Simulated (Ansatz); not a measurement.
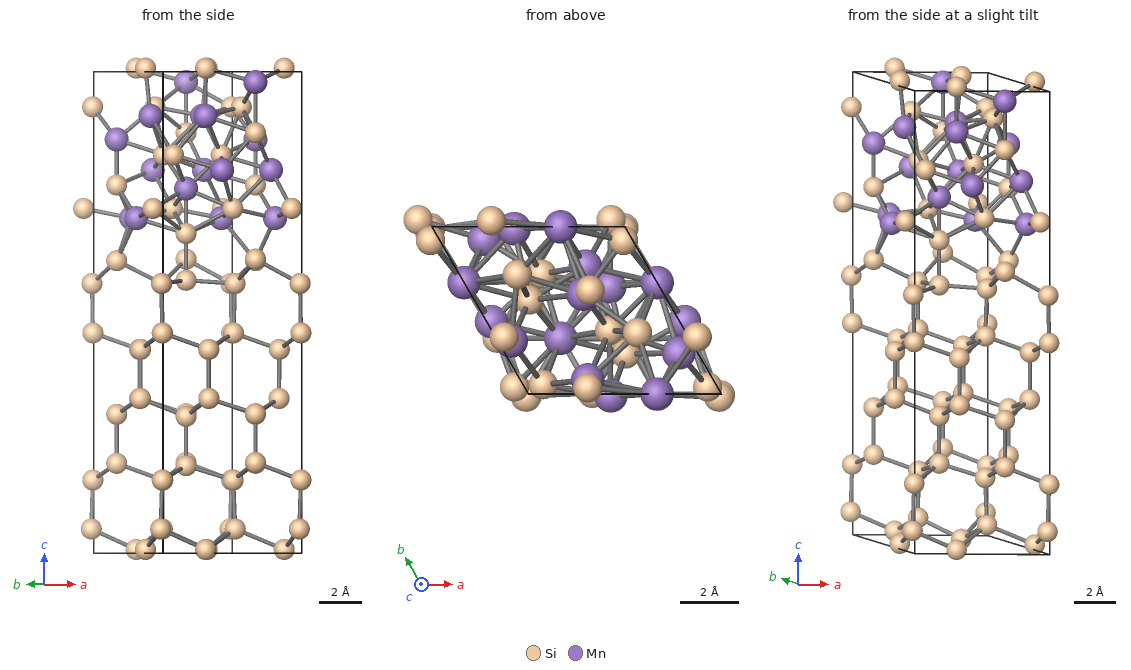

A ball-and-stick picture of a periodic stack of two materials, seen from the side, from above and from the side at a slight tilt; the box is the simulation cell in a reduced setting, and 1×1 cells are drawn in the plane (a layer on the cell's face shows at both ends).

What does the stack consist of?

Si (1 1 1) (Fd-3m, 30 atoms) and MnSi (1 1 1) (P2_13, 24 atoms).

Give the in-plane cell and the period of the stack.

The in-plane vectors are 6.70 and 6.70 Å long, those of Si, to which MnSi is strained; the stack repeats after 23.2 Å.

The atoms and the stacking vector were relaxed with DFT PBE, scalar-relativistic, plane waves, PAW in Ansatz 0.2.0, the in-plane cell held. The two parents, named as they started, are listed structures, not always the stable forms, and thin layers can change their stacking on relaxation.
